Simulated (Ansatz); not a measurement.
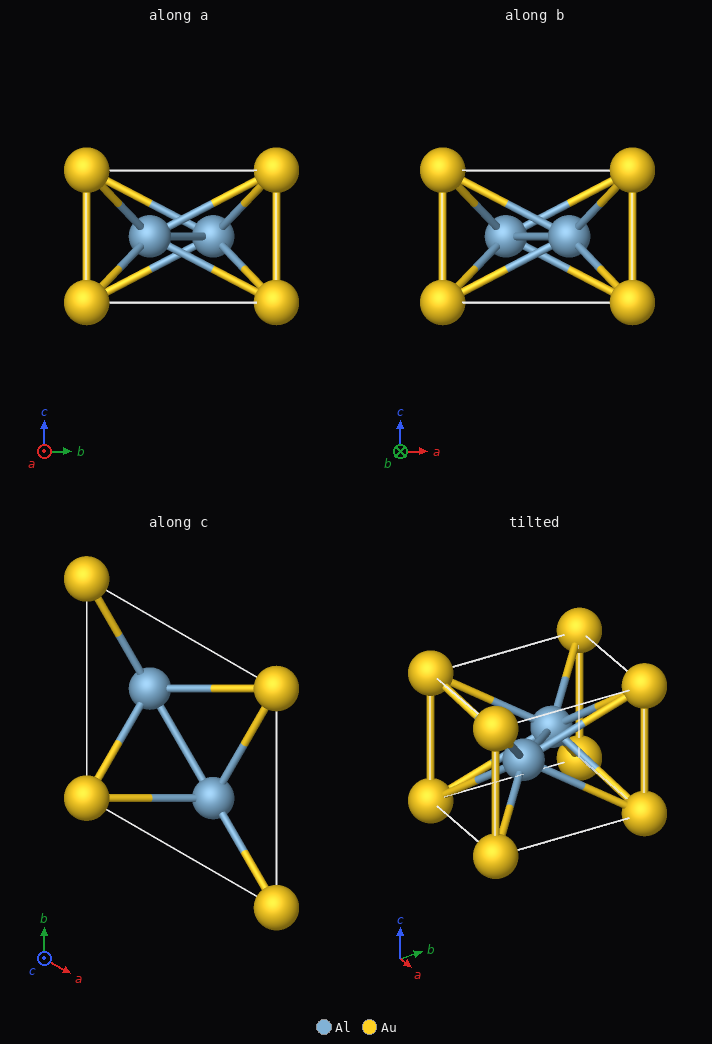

The figure gives a ball-and-stick picture of the atoms, viewed along the a axis, along the b axis, along the c axis and slightly off an axis. The lines enclose the conventional unit cell; boundary atoms appear with their images.

Lattice parameters: a = 4.6896 Å, b = 4.6896 Å, c = 2.8315 Å, α = 90.000°, β = 90.000°, γ = 120.000°.

Give the structure in the form of a CIF with its space group and independent sites.

Answer.
```cif
data_structure
_symmetry_space_group_name_H-M 'P 6/m m m'
_symmetry_Int_Tables_number 191
_cell_length_a 4.6896
_cell_length_b 4.6896
_cell_length_c 2.8315
_cell_angle_alpha 90.000
_cell_angle_beta 90.000
_cell_angle_gamma 120.000
_cell_volume 53.93
loop_
_atom_site_label
_atom_site_type_symbol
_atom_site_symmetry_multiplicity
_atom_site_Wyckoff_symbol
_atom_site_fract_x
_atom_site_fract_y
_atom_site_fract_z
_atom_site_occupancy
Al1 Al 2 d 0.3333 0.6667 0.5000 1
Au1 Au 1 a 0.0000 0.0000 0.0000 1
```

The starting point was a textbook structure type filled with these elements (whether it is the usual form wasn't checked). What is shown is the relaxed result from DFT PBE, scalar-relativistic, plane waves, PAW in Ansatz.
